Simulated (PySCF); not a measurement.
## C₆H₇N: a changed input and its effect

System: C₆H₇N (aniline), SMILES Nc1ccccc1.
Method of run A: GIAO wB97X/pcSseg-1 NMR shielding, non-relativistic, IEF-PCM methanol (PySCF 2.14.0).

The geometry comes from this level: GFN2-xTB. Text and figures count atoms from 1; the logs count them from 0 in places.

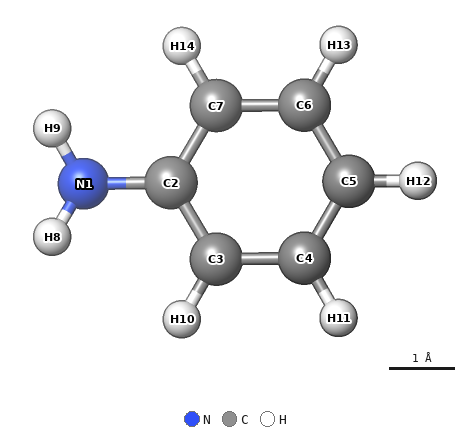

**Figure 1.** The structure (ball-and-stick view, seen on its broad side; atoms are numbered from 1 in the order of the input).

**Input, run A**
```
{"job": {"xc": "wB97X", "basis": "pcSseg-1", "solvent": "methanol", "kind": "nmr", "pop": false}, "charge": 0, "multiplicity": 1}
N     -2.257724    -0.335256    -0.246391
C     -0.900453    -0.133448    -0.086109
C     -0.025382    -1.217520    -0.014581
C      1.337289    -1.011727     0.071230
C      1.854393     0.273062     0.090111
C      0.991374     1.354165     0.021124
C     -0.372609     1.157666    -0.064989
H     -2.609313    -1.236982     0.032205
H     -2.854342     0.438861    -0.003291
H     -0.425857    -2.221764    -0.028330
H      2.001401    -1.862282     0.127240
H      2.920120     0.430265     0.159791
H      1.383978     2.360692     0.037971
H     -1.043554     2.003796    -0.118145
```

The first line tells a small driver script what to run in PySCF; the rest is the geometry in Å.

Command:
```bash
OMP_NUM_THREADS=1 python <driver script> task.json out
```

Hardware: 1 CPU thread, shared host.

**Output (run A)**
```
coarse grid: 11920 points
cycle   1  E = -287.4266881214  dE =  1.664e+00  |g| = 3.117e-01  |ddm| = 3.610e+00
cycle   2  E = -287.4512521245  dE = -2.456e-02  |g| = 1.725e-01  |ddm| = 5.842e-01
cycle   3  E = -287.4573459920  dE = -6.094e-03  |g| = 4.572e-02  |ddm| = 1.476e-01
cycle   4  E = -287.4578814083  dE = -5.354e-04  |g| = 1.396e-02  |ddm| = 7.636e-02
cycle   5  E = -287.4579311849  dE = -4.978e-05  |g| = 2.707e-03  |ddm| = 1.685e-02
cycle   6  E = -287.4579343600  dE = -3.175e-06  |g| = 8.206e-04  |ddm| = 5.558e-03
final grid: 115848 points
cycle   7  E = -287.5012401495  dE = -1.181e-04  |g| = 4.412e-03  |ddm| = 5.827e-02
cycle   8  E = -287.5012426615  dE = -2.512e-06  |g| = 3.290e-03  |ddm| = 6.481e-03
cycle   9  E = -287.5012446647  dE = -2.003e-06  |g| = 5.146e-04  |ddm| = 1.965e-03
cycle  10  E = -287.5012447481  dE = -8.343e-08  |g| = 1.660e-04  |ddm| = 8.499e-04
cycle  11  E = -287.5012447564  dE = -8.309e-09  |g| = 4.091e-05  |ddm| = 1.981e-04
cycle  12  E = -287.5012447584  dE = -1.944e-09  |g| = 2.237e-05  |ddm| = 1.410e-04
cycle  13  E = -287.5012447587  dE = -3.661e-10  |g| = 6.690e-06  |ddm| = 6.219e-05
converged SCF energy = -287.5012447587

GIAO shielding tensors (ppm)
atom      isotropic    diamagn.    paramagn.     s11        s22        s33       span
  0 N      198.920     318.250    -119.330    167.196    170.392    259.174     91.978
  1 C       32.357     253.064    -220.707    -64.108      3.424    157.755    221.863
  2 C       71.477     253.915    -182.438    -19.269     63.967    169.734    189.003
  3 C       51.499     254.139    -202.640    -64.351     37.932    180.917    245.267
  4 C       67.880     254.495    -186.615    -37.909     58.388    183.161    221.070
  5 C       51.523     254.137    -202.614    -64.314     37.952    180.932    245.246
  6 C       71.487     253.919    -182.432    -19.257     63.973    169.745    189.002
  7 H       27.892      31.048      -3.156     20.823     26.525     36.328     15.506
  8 H       27.894      31.048      -3.154     20.825     26.527     36.330     15.505
  9 H       24.714      31.909      -7.195     20.890     24.845     28.407      7.518
 10 H       24.116      30.270      -6.154     21.087     24.533     26.728      5.642
 11 H       24.832      30.410      -5.577     21.700     26.011     26.786      5.087
 12 H       24.118      30.272      -6.154     21.088     24.536     26.730      5.641
 13 H       24.715      31.909      -7.194     20.891     24.845     28.409      7.519
```

The input of run B differs as follows (lines with − go, lines with + come):
```diff
-"xc": "wB97X"
+"xc": "PBE0"
-"solvent": "methanol"
+"solvent": "chloroform"
-"pop": false
+"pop": true
```

How does run B compare with run A?

The total energies belong to different models, so their difference says nothing on which is more stable or more accurate. The HOMO goes from −8.08 to −5.91 eV. The LUMO goes from 1.95 to −0.05 eV. Of all shieldings, the largest change is that of N1, by −8.1 ppm. The functional changes from wB97X to PBE0. The SCF takes 12 iterations against 13.

**Output (run B)**
```
coarse grid: 11920 points
cycle   1  E = -287.1519791788  dE =  1.248e+00  |g| = 4.054e-01  |ddm| = 3.649e+00
cycle   2  E = -287.1543444017  dE = -2.365e-03  |g| = 4.131e-01  |ddm| = 8.451e-01
cycle   3  E = -287.1961618956  dE = -4.182e-02  |g| = 4.514e-02  |ddm| = 3.672e-01
cycle   4  E = -287.1964007659  dE = -2.389e-04  |g| = 3.291e-02  |ddm| = 6.609e-02
cycle   5  E = -287.1966925878  dE = -2.918e-04  |g| = 4.051e-03  |ddm| = 3.454e-02
cycle   6  E = -287.1966963425  dE = -3.755e-06  |g| = 1.506e-03  |ddm| = 4.466e-03
final grid: 115848 points
cycle   7  E = -287.2351768673  dE = -3.108e-05  |g| = 7.638e-03  |ddm| = 4.454e-02
cycle   8  E = -287.2351757696  dE =  1.098e-06  |g| = 8.226e-03  |ddm| = 1.364e-02
cycle   9  E = -287.2351908148  dE = -1.505e-05  |g| = 7.804e-04  |ddm| = 6.374e-03
cycle  10  E = -287.2351909520  dE = -1.372e-07  |g| = 2.436e-04  |ddm| = 8.522e-04
cycle  11  E = -287.2351909657  dE = -1.367e-08  |g| = 5.398e-05  |ddm| = 2.261e-04
cycle  12  E = -287.2351909662  dE = -5.236e-10  |g| = 2.785e-05  |ddm| = 7.099e-05
converged SCF energy = -287.2351909662

GIAO shielding tensors (ppm)
atom      isotropic    diamagn.    paramagn.     s11        s22        s33       span
  0 N      190.793     317.878    -127.085    156.290    163.897    252.193     95.903
  1 C       33.498     253.100    -219.602    -57.908      3.944    154.456    212.364
  2 C       69.935     252.696    -182.760    -18.541     62.295    166.052    184.592
  3 C       51.675     252.981    -201.306    -60.199     38.137    177.087    237.286
  4 C       66.211     253.453    -187.242    -36.970     55.888    179.715    216.685
  5 C       51.693     252.982    -201.289    -60.173     38.152    177.101    237.274
  6 C       69.943     252.691    -182.749    -18.532     62.288    166.072    184.604
  7 H       27.885      31.147      -3.262     21.024     26.612     36.018     14.994
  8 H       27.883      31.148      -3.265     21.022     26.610     36.018     14.995
  9 H       24.781      31.861      -7.080     21.066     24.807     28.471      7.405
 10 H       24.172      30.277      -6.105     21.128     24.609     26.778      5.650
 11 H       24.806      30.424      -5.618     21.745     25.892     26.781      5.035
 12 H       24.173      30.279      -6.106     21.129     24.611     26.779      5.649
 13 H       24.782      31.862      -7.080     21.066     24.808     28.472      7.406
```

**The two runs side by side**

| quantity | run A | run B |
| --- | --- | --- |
| outcome | converged | converged |
| total energy (hartree) | −287.501245 | −287.235191 |
| HOMO (eV) | −8.08 | −5.91 |
| LUMO (eV) | 1.95 | −0.05 |
| dipole moment (D) | 2.21 | 2.19 |
| shielding of N1 (ppm) | 198.9 | 190.8 |
| shielding of C2 (ppm) | 32.4 | 33.5 |
| shielding of C3 (ppm) | 71.5 | 69.9 |
| shielding of C4 (ppm) | 51.5 | 51.7 |
| shielding of C5 (ppm) | 67.9 | 66.2 |
| shielding of C6 (ppm) | 51.5 | 51.7 |
| shielding of C7 (ppm) | 71.5 | 69.9 |
| SCF iterations | 13 | 12 |
| basis functions | 154 | 154 |
| wall time (shared host) | 23 s | 22 s |
